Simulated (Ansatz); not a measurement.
Al: geometry relaxation

System: Al (defect cell, 31 atoms in the cell).
Method: DFT PBE, scalar-relativistic, plane waves, PAW, PAW set soft_1, no spin polarisation (Ansatz 0.2.0).

It belongs to a series of runs on one base structure; here: end point B relaxed.

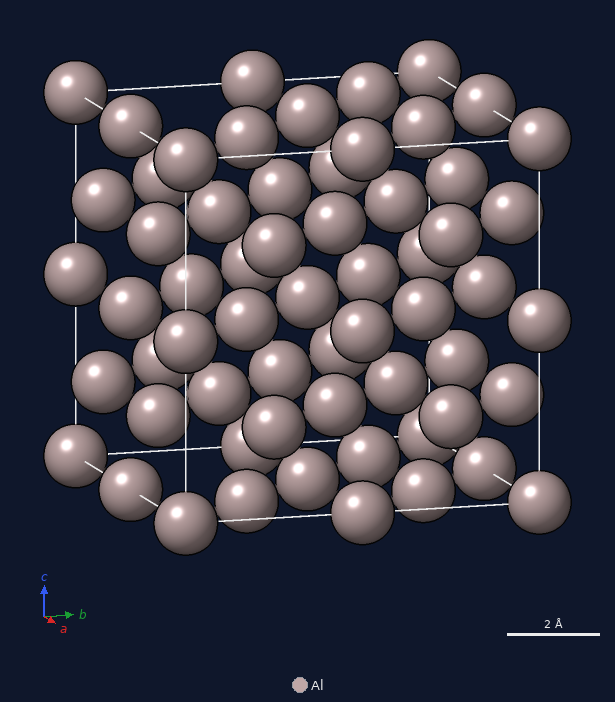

Figure 1. The input geometry (spheres-only view of the cell of the calculation, seen slightly off an axis).

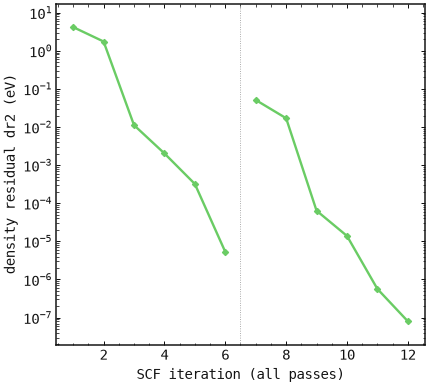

Figure 2. Convergence of the self-consistent field: density residual dr2 against the SCF iteration. The dotted lines part the SCF passes of the relaxation: geometry steps, rejected trials and re-solves on a re-selected basis. The passes take 6 and 6 iterations.

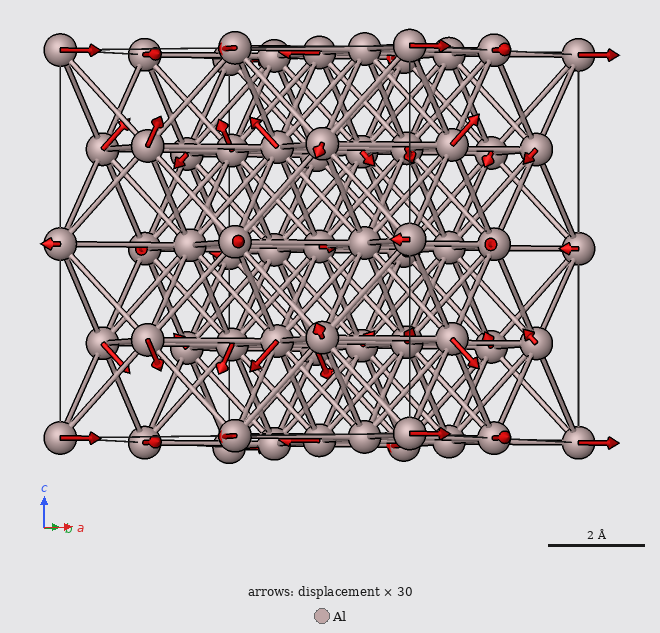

Figure 3. The starting structure with the displacements as red arrows, magnified 30 times (ball-and-stick view of the cell of the calculation, seen at an oblique angle). The largest moves, 0.031 Å, are those of 12 atoms (Al3, Al4, Al5, Al7 and others). The cell stays as it was. Distances before and after: Al13–Al15 2.864 → 2.833 Å, Al10–Al22 2.864 → 2.887 Å, Al10–Al19 2.864 → 2.879 Å, Al10–Al12 2.864 → 2.849 Å. The energy falls by 24.5 meV per cell of the calculation in 1 geometry step. Largest force component: 0.099 eV/Å at the start, 0.029 eV/Å at the end. (Atoms are counted from 1 in the order of the input.)

The input and output of the run follow.

The input:
```yaml
crystal:
  lattice:
    - [8.1, 0.0, 0.0]
    - [0.0, 8.1, 0.0]
    - [0.0, 0.0, 8.1]
  atoms:
    - { symbol: Al, position: [0.75, 0.25, 0.0] }
    - { symbol: Al, position: [0.75, 0.0, 0.25] }
    - { symbol: Al, position: [0.0, 0.0, 0.0] }
    - { symbol: Al, position: [0.5, 0.0, 0.0] }
    - { symbol: Al, position: [0.5, 0.5, 0.0] }
    - { symbol: Al, position: [0.75, 0.75, 0.0] }
    - { symbol: Al, position: [0.25, 0.0, 0.25] }
    - { symbol: Al, position: [0.5, 0.25, 0.25] }
    - { symbol: Al, position: [0.75, 0.5, 0.25] }
    - { symbol: Al, position: [0.5, 0.0, 0.5] }
    - { symbol: Al, position: [0.75, 0.25, 0.5] }
    - { symbol: Al, position: [0.75, 0.0, 0.75] }
    - { symbol: Al, position: [0.0, 0.5, 0.0] }
    - { symbol: Al, position: [0.25, 0.75, 0.0] }
    - { symbol: Al, position: [0.0, 0.25, 0.25] }
    - { symbol: Al, position: [0.25, 0.5, 0.25] }
    - { symbol: Al, position: [0.5, 0.75, 0.25] }
    - { symbol: Al, position: [0.0, 0.0, 0.5] }
    - { symbol: Al, position: [0.25, 0.25, 0.5] }
    - { symbol: Al, position: [0.5, 0.5, 0.5] }
    - { symbol: Al, position: [0.75, 0.75, 0.5] }
    - { symbol: Al, position: [0.25, 0.0, 0.75] }
    - { symbol: Al, position: [0.5, 0.25, 0.75] }
    - { symbol: Al, position: [0.75, 0.5, 0.75] }
    - { symbol: Al, position: [0.0, 0.75, 0.25] }
    - { symbol: Al, position: [0.0, 0.5, 0.5] }
    - { symbol: Al, position: [0.25, 0.75, 0.5] }
    - { symbol: Al, position: [0.0, 0.25, 0.75] }
    - { symbol: Al, position: [0.25, 0.5, 0.75] }
    - { symbol: Al, position: [0.5, 0.75, 0.75] }
    - { symbol: Al, position: [0.0, 0.75, 0.75] }
basis:
  ecutwfc: 420.0
kpoints:
  mp_grid: { grid: [3, 3, 3] }
hamiltonian:
  xc: pbe
  pseudopotentials: { kind: paw, azcp: { folder: soft_1 } }
scf:
  occupations: { method: gaussian, width: 0.15 }
  lower_state_search: "off"
relax:
  f_tol: 0.03
  max_steps: 60
  adjacent_minimum: "off"
```

Command:
```bash
ansatz run input.yaml --threads 4 --pin off --max-ram 10240MiB --backend cpu --events-out ev --progress --plain --runs-dir out
```

What the program printed:
```
Engine: ansatz 0.2.0, aarch64-unknown-linux-gnu
Pseudopotentials: kind: paw
Pseudopotential: Al, paw, valence charge 3, recommended cutoff 420 eV (normal), [file]
Functional definition: PBE
  parameter kappa = 0.804
  parameter beta = 0.06672455060314922
  exchange = pbe_x(kappa = kappa, mu = beta*pi^2/3)
  correlation = pbe_c(beta = beta)
Crystal: 31 atoms, lattice volume = 531.441 Å³
Basis set: ecut = 420 eV, 10395 PW (Γ), exchange–correlation on 120×120×120 points (8 copies of the dense FFT grid, shifted against one another)
Bands: 78, of which v1, the nominal top of the filled ones, is band 47 counted from 1 (46 counted from 0)
Symmetry: 48 space group operations
Space group: Pm-3m (ITA 221), of the structure as read, at distance tolerance 8.1e-5 Å
k-points: 4 of 27
Non-local potential: Al, projectors of the file, l = 0: 2, l = 1: 2, l = 2: 1
PAW form: soft (Blöchl's): semilocal exchange-correlation on the pseudo side does not see the compensation charge
PAW one-centre angular grid: Al, 110 points (default); XC on 64 Gauss nodes
Initial density: superposition of atomic densities (chi_scale 0.1, normalization cell)
Initial wavefunctions: pseudopotential atomic-orbital guess
Functional: x = pbe(κ = 0.804, μ = 0.2195149727645171), c = pbe(β = 0.06672455060314922)
SCF iter   1: F=—  HF=-16663.700983 eV  |F-HF|=—  |Δ(HF+E_count)|=         —  Δρ=2.26e-2  dr2=4.18e0  ethr=3.10e-3  ⟨swp⟩=8.0  Hψ=1587  notcnv=0
preconditioner: auto → Kerker (q_TF=auto, 2.040 Å⁻¹)  [metal: Δε(μ)=0.124 eV  Ē_g=6.683 eV  σ=0.150 eV  W_gap=0.42  n_scr=80 (ndim 8)  ℏωp=15.5 eV  f_vac=0.000  D(μ)=8.88/eV (n_scr^D=56)]
SCF iter   2: F=—  HF=-16663.125037 eV  |F-HF|=—  |Δ(HF+E_count)|=   5.76e-1  Δρ=1.49e-2  dr2=1.75e0  ethr=3.10e-3  ⟨swp⟩=1.0  Hψ=360  notcnv=0  defer=1
SCF iter   3: F=—  HF=-16662.453428 eV  |F-HF|=—  |Δ(HF+E_count)|=   6.72e-1  Δρ=1.05e-3  dr2=1.12e-2  ethr=1.88e-3  ⟨swp⟩=2.5  Hψ=356  notcnv=0  defer=7
SCF iter   4: F=—  HF=-16662.451632 eV  |F-HF|=—  |Δ(HF+E_count)|=   1.80e-3  Δρ=3.67e-4  dr2=2.03e-3  ethr=1.21e-5  ⟨swp⟩=2.2  Hψ=465  notcnv=0  defer=77
SCF iter   5: F=—  HF=-16662.451959 eV  |F-HF|=—  |Δ(HF+E_count)|=   3.26e-4  Δρ=1.40e-4  dr2=3.21e-4  ethr=2.18e-6  ⟨swp⟩=2.2  Hψ=346  notcnv=0  defer=77
SCF iter   6: F=-16662.452046 eV  HF=-16662.452046 eV  |F-HF|=2.30e-7  |Δ(HF+E_count)|=   8.73e-5  Δρ=1.89e-5  dr2=5.30e-6  ethr=2.42e-8  ⟨swp⟩=3.0  Hψ=1069  notcnv=0
SCF 1 converged in 6 iterations: F = -16662.452046 eV  dr2 = 5.30e-6
  greatest PAW one-centre occupation: 0.452 electrons in one spin orbital (limit 2), on the Al atom at site 28 (counted from 0), in its partial waves of l = 0
relax step   1: F+E_penalty+E_count = -16662.45204562 eV  Δ(F+E_penalty+E_count) = +0.000e0 eV  max|allowed force component| = 9.904e-2 eV/Å  Δτ_max = 0.0000 Å  (6 SCF iters, dr2 threshold 2.25e-5 eV, accepted)
Initial density: handed on by an earlier stage of this run
Initial wavefunctions: those handed on with the density
iter 1 solved again at ethr=5.16e-5 eV; its pass at ethr=3.10e-3 eV (dr2=4.80e-2 eV) is discarded
SCF iter   1: F=—  HF=-16662.488587 eV  |F-HF|=—  |Δ(HF+E_count)|=         —  Δρ=1.35e-3  dr2=5.12e-2  ethr=5.16e-5  ⟨swp⟩=1.0  Hψ=838  notcnv=0  defer=77
preconditioner: auto → Kerker (q_TF=auto, 2.040 Å⁻¹)  [metal: Δε(μ)=0.044 eV  Ē_g=6.667 eV  σ=0.150 eV  W_gap=0.16  n_scr=80 (ndim 8)  ℏωp=15.5 eV  f_vac=0.000  D(μ)=10.00/eV (n_scr^D=56)]
SCF iter   2: F=—  HF=-16662.480487 eV  |F-HF|=—  |Δ(HF+E_count)|=   8.10e-3  Δρ=7.85e-4  dr2=1.70e-2  ethr=5.16e-5  ⟨swp⟩=1.0  Hψ=235  notcnv=0  defer=77
SCF iter   3: F=—  HF=-16662.476840 eV  |F-HF|=—  |Δ(HF+E_count)|=   3.65e-3  Δρ=8.85e-5  dr2=6.38e-5  ethr=1.83e-5  ⟨swp⟩=2.5  Hψ=367  notcnv=0  defer=77
SCF iter   4: F=—  HF=-16662.476521 eV  |F-HF|=—  |Δ(HF+E_count)|=   3.19e-4  Δρ=2.47e-5  dr2=1.39e-5  ethr=6.86e-8  ⟨swp⟩=2.0  Hψ=421  notcnv=0  defer=77
SCF iter   5: F=—  HF=-16662.476519 eV  |F-HF|=—  |Δ(HF+E_count)|=   2.23e-6  Δρ=6.62e-6  dr2=5.65e-7  ethr=1.49e-8  ⟨swp⟩=2.0  Hψ=341  notcnv=0  defer=77
SCF iter   6: F=-16662.476519 eV  HF=-16662.476519 eV  |F-HF|=1.36e-8  |Δ(HF+E_count)|=   8.40e-8  Δρ=2.23e-6  dr2=8.01e-8  ethr=1.08e-10  ⟨swp⟩=4.0  Hψ=881  notcnv=0
SCF 2 converged in 6 iterations: F = -16662.476519 eV  dr2 = 8.01e-8
  greatest PAW one-centre occupation: 0.452 electrons in one spin orbital (limit 2), on the Al atom at site 21 (counted from 0), in its partial waves of l = 0
relax step   2: F+E_penalty+E_count = -16662.47651884 eV  Δ(F+E_penalty+E_count) = -2.447e-2 eV  max|allowed force component| = 2.901e-2 eV/Å  Δτ_max = 0.0309 Å  (6 SCF iters, accepted)
SCF converged after 6 iterations
Free energy (F): -16662.476519 eV
Harris-Foulkes:  -16662.476519 eV  (|F-HF|=1.36e-8)
Internal energy: -16662.365657 eV  (E = F + TS)
E sigma→0 (E₀):  -16662.421088 eV
Entropy (-TS):   -0.110862 eV (-3.576 meV/atom)
Fermi energy:    7.396163 eV
--- Per-component energies (eV) ---
  E_band       = 293.951816
  E_kinetic    = 686.422141
  E_local      = 262.292357  (includes V_loc(G=0)·N_el)
  E_nonlocal   = 309.871961
  E_hartree    = 20.112268
  E_xc         = -1162.786823
  E_vxc        = -896.951983  (∫ρ·V_xc dr)
  E_paw        = -14551.012392  (= ΣΔE_a)
  E_vpaw       = -107.908919  (= ΣTr[D̂ρ^β])
  E_aug_tail   = -0.000065  (compensation charges beyond the density's cutoff)
  E_ewald      = -2227.265103
  E_smearing   = -0.110862  (= −TS)
  E_closure    = -0.000000  (closes the sum)
  Σ components = -16662.476519   (vs F -16662.476519, Δ=0.00e0)
--- Forces (eV/Å), atoms counted from 1 ---
  atom   1  Al    -0.00000000     0.00000000     0.00000000
  atom   2  Al     0.00000000     0.02877428    -0.02877428
  atom   3  Al    -0.02900753    -0.02900753     0.00000000
  atom   4  Al     0.02900753    -0.02900753    -0.00000000
  atom   5  Al     0.02900753     0.02900753     0.00000000
  atom   6  Al     0.00000000     0.00000000     0.00000000
  atom   7  Al     0.00000000    -0.02900753     0.02900753
  atom   8  Al     0.02900753     0.00000000     0.02900753
  atom   9  Al    -0.00000000    -0.02877428    -0.02877428
  atom  10  Al    -0.02877428     0.02877428     0.00000000
  atom  11  Al    -0.00000000    -0.00000000     0.00000000
  atom  12  Al     0.00000000     0.02877428     0.02877428
  atom  13  Al    -0.02900753     0.02900753     0.00000000
  atom  14  Al    -0.00000000     0.00000000     0.00000000
  atom  15  Al    -0.02900753    -0.00000000     0.02900753
  atom  16  Al    -0.00000000     0.02900753     0.02900753
  atom  17  Al    -0.02877428    -0.00000000    -0.02877428
  atom  18  Al     0.02877428     0.02877428     0.00000000
  atom  19  Al     0.00000000    -0.00000000     0.00000000
  atom  20  Al    -0.02877428    -0.02877428     0.00000000
  atom  21  Al     0.00000000     0.00000000     0.00000000
  atom  22  Al     0.00000000    -0.02900753    -0.02900753
  atom  23  Al     0.02900753     0.00000000    -0.02900753
  atom  24  Al    -0.00000000    -0.02877428     0.02877428
  atom  25  Al     0.02877428     0.00000000    -0.02877428
  atom  26  Al     0.02877428    -0.02877428     0.00000000
  atom  27  Al     0.00000000    -0.00000000    -0.00000000
  atom  28  Al    -0.02900753    -0.00000000    -0.02900753
  atom  29  Al    -0.00000000     0.02900753    -0.02900753
  atom  30  Al    -0.02877428    -0.00000000     0.02877428
  atom  31  Al     0.02877428     0.00000000     0.02877428
  max |Σ_I F_I| component: 5.54e-17 eV/Å
--- Relaxed structure (2 steps of the walk, 2 accepted, 0 SCFs on fresh bases) ---
  F+E_penalty+E_count = -16662.47651884 eV   max|allowed force component| = 2.901e-2 eV/Å
  atoms:
    - { symbol: Al, position: [0.75, 0.25000000000000006, -4.8359475634558545e-20] }
    - { symbol: Al, position: [0.75, -0.0013338447867272997, 0.2513338447867273] }
    - { symbol: Al, position: [0.0026946445862067445, 0.002694644586206746, -4.8359475634558563e-20] }
    - { symbol: Al, position: [0.4973053554137933, 0.002694644586206746, -4.8359475634558545e-20] }
    - { symbol: Al, position: [0.4973053554137933, 0.4973053554137933, -4.8359475634558545e-20] }
    - { symbol: Al, position: [0.75, 0.75, -4.8359475634558545e-20] }
    - { symbol: Al, position: [0.25000000000000006, 0.0026946445862067463, 0.2473053554137933] }
    - { symbol: Al, position: [0.4973053554137933, 0.25000000000000006, 0.2473053554137933] }
    - { symbol: Al, position: [0.75, 0.5013338447867274, 0.2513338447867273] }
    - { symbol: Al, position: [0.5013338447867274, -0.0013338447867272995, 0.5000000000000001] }
    - { symbol: Al, position: [0.75, 0.25000000000000006, 0.5000000000000001] }
    - { symbol: Al, position: [0.75, -0.0013338447867272995, 0.7486661552132727] }
    - { symbol: Al, position: [0.0026946445862067463, 0.4973053554137933, -4.835947563455855e-20] }
    - { symbol: Al, position: [0.25000000000000006, 0.75, -4.835947563455854e-20] }
    - { symbol: Al, position: [0.002694644586206746, 0.25000000000000006, 0.2473053554137933] }
    - { symbol: Al, position: [0.25000000000000006, 0.4973053554137933, 0.2473053554137933] }
    - { symbol: Al, position: [0.5013338447867274, 0.75, 0.2513338447867273] }
    - { symbol: Al, position: [-0.0013338447867272992, -0.0013338447867272995, 0.5000000000000001] }
    - { symbol: Al, position: [0.25000000000000006, 0.25000000000000006, 0.5000000000000001] }
    - { symbol: Al, position: [0.5013338447867274, 0.5013338447867274, 0.5000000000000001] }
    - { symbol: Al, position: [0.75, 0.75, 0.5000000000000001] }
    - { symbol: Al, position: [0.25000000000000006, 0.002694644586206746, 0.7526946445862068] }
    - { symbol: Al, position: [0.4973053554137933, 0.25000000000000006, 0.7526946445862068] }
    - { symbol: Al, position: [0.75, 0.5013338447867274, 0.7486661552132727] }
    - { symbol: Al, position: [-0.0013338447867272995, 0.75, 0.2513338447867273] }
    - { symbol: Al, position: [-0.0013338447867272995, 0.5013338447867274, 0.5000000000000001] }
    - { symbol: Al, position: [0.25000000000000006, 0.75, 0.5000000000000001] }
    - { symbol: Al, position: [0.002694644586206746, 0.25000000000000006, 0.7526946445862068] }
    - { symbol: Al, position: [0.25000000000000006, 0.4973053554137933, 0.7526946445862068] }
    - { symbol: Al, position: [0.5013338447867274, 0.75, 0.7486661552132727] }
    - { symbol: Al, position: [-0.0013338447867272995, 0.75, 0.7486661552132727] }
```

Trajectory as extended XYZ (Å, eV, eV/Å), 2 frames, from step=1 to step=2:
```
31
Lattice="8.1000 0.0000 0.0000 0.0000 8.1000 0.0000 0.0000 0.0000 8.1000" Properties=species:S:1:pos:R:3:forces:R:3 step=1 energy=-16662.45205
Al    6.0750    2.0250    0.0000    0.0000   0.0000   0.0000
Al    6.0750    0.0000    2.0250    0.0000  -0.0745   0.0745
Al    0.0000    0.0000    0.0000    0.0990   0.0990   0.0000
Al    4.0500    0.0000    0.0000   -0.0990   0.0990   0.0000
Al    4.0500    4.0500    0.0000   -0.0990  -0.0990   0.0000
Al    6.0750    6.0750    0.0000    0.0000   0.0000   0.0000
Al    2.0250    0.0000    2.0250    0.0000   0.0990  -0.0990
Al    4.0500    2.0250    2.0250   -0.0990   0.0000  -0.0990
Al    6.0750    4.0500    2.0250    0.0000   0.0745   0.0745
Al    4.0500    0.0000    4.0500    0.0745  -0.0745   0.0000
Al    6.0750    2.0250    4.0500    0.0000   0.0000   0.0000
Al    6.0750    0.0000    6.0750    0.0000  -0.0745  -0.0745
Al    0.0000    4.0500    0.0000    0.0990  -0.0990   0.0000
Al    2.0250    6.0750    0.0000    0.0000   0.0000   0.0000
Al    0.0000    2.0250    2.0250    0.0990   0.0000  -0.0990
Al    2.0250    4.0500    2.0250    0.0000  -0.0990  -0.0990
Al    4.0500    6.0750    2.0250    0.0745   0.0000   0.0745
Al    0.0000    0.0000    4.0500   -0.0745  -0.0745   0.0000
Al    2.0250    2.0250    4.0500    0.0000   0.0000   0.0000
Al    4.0500    4.0500    4.0500    0.0745   0.0745   0.0000
Al    6.0750    6.0750    4.0500    0.0000   0.0000   0.0000
Al    2.0250    0.0000    6.0750    0.0000   0.0990   0.0990
Al    4.0500    2.0250    6.0750   -0.0990   0.0000   0.0990
Al    6.0750    4.0500    6.0750    0.0000   0.0745  -0.0745
Al    0.0000    6.0750    2.0250   -0.0745   0.0000   0.0745
Al    0.0000    4.0500    4.0500   -0.0745   0.0745   0.0000
Al    2.0250    6.0750    4.0500    0.0000   0.0000   0.0000
Al    0.0000    2.0250    6.0750    0.0990   0.0000   0.0990
Al    2.0250    4.0500    6.0750    0.0000  -0.0990   0.0990
Al    4.0500    6.0750    6.0750    0.0745   0.0000  -0.0745
Al    0.0000    6.0750    6.0750   -0.0745   0.0000  -0.0745
31
Lattice="8.1000 0.0000 0.0000 0.0000 8.1000 0.0000 0.0000 0.0000 8.1000" Properties=species:S:1:pos:R:3:forces:R:3 step=2 energy=-16662.47652
Al    6.0750    2.0250    0.0000    0.0000   0.0000   0.0000
Al    6.0750   -0.0108    2.0358    0.0000   0.0288  -0.0288
Al    0.0218    0.0218    0.0000   -0.0290  -0.0290   0.0000
Al    4.0282    0.0218    0.0000    0.0290  -0.0290   0.0000
Al    4.0282    4.0282    0.0000    0.0290   0.0290   0.0000
Al    6.0750    6.0750    0.0000    0.0000   0.0000   0.0000
Al    2.0250    0.0218    2.0032    0.0000  -0.0290   0.0290
Al    4.0282    2.0250    2.0032    0.0290   0.0000   0.0290
Al    6.0750    4.0608    2.0358    0.0000  -0.0288  -0.0288
Al    4.0608   -0.0108    4.0500   -0.0288   0.0288   0.0000
Al    6.0750    2.0250    4.0500    0.0000   0.0000   0.0000
Al    6.0750   -0.0108    6.0642    0.0000   0.0288   0.0288
Al    0.0218    4.0282    0.0000   -0.0290   0.0290   0.0000
Al    2.0250    6.0750    0.0000    0.0000   0.0000   0.0000
Al    0.0218    2.0250    2.0032   -0.0290   0.0000   0.0290
Al    2.0250    4.0282    2.0032    0.0000   0.0290   0.0290
Al    4.0608    6.0750    2.0358   -0.0288   0.0000  -0.0288
Al   -0.0108   -0.0108    4.0500    0.0288   0.0288   0.0000
Al    2.0250    2.0250    4.0500    0.0000   0.0000   0.0000
Al    4.0608    4.0608    4.0500   -0.0288  -0.0288   0.0000
Al    6.0750    6.0750    4.0500    0.0000   0.0000   0.0000
Al    2.0250    0.0218    6.0968    0.0000  -0.0290  -0.0290
Al    4.0282    2.0250    6.0968    0.0290   0.0000  -0.0290
Al    6.0750    4.0608    6.0642    0.0000  -0.0288   0.0288
Al   -0.0108    6.0750    2.0358    0.0288   0.0000  -0.0288
Al   -0.0108    4.0608    4.0500    0.0288  -0.0288   0.0000
Al    2.0250    6.0750    4.0500    0.0000   0.0000   0.0000
Al    0.0218    2.0250    6.0968   -0.0290   0.0000  -0.0290
Al    2.0250    4.0282    6.0968    0.0000   0.0290  -0.0290
Al    4.0608    6.0750    6.0642   -0.0288   0.0000   0.0288
Al   -0.0108    6.0750    6.0642    0.0288   0.0000   0.0288
```

Summary:

```json
{"quantity": "outcome", "value": "converged"}
{"quantity": "electrons treated", "value": "93"}
{"quantity": "free energy", "value": "−16662.4765 eV"}
{"quantity": "Fermi energy", "value": "7.396 eV"}
{"quantity": "final volume", "value": "531.44 Å³"}
{"quantity": "largest force (length of the vector) at the end", "value": "0.041 eV/Å"}
{"quantity": "hardware", "value": "4 threads of Arm Neoverse V2, 24 GiB of memory available, shared host"}
{"quantity": "wall time", "value": "4.2 s (CPU time 15 s)"}
{"quantity": "peak memory", "value": "1.3 GiB"}
```
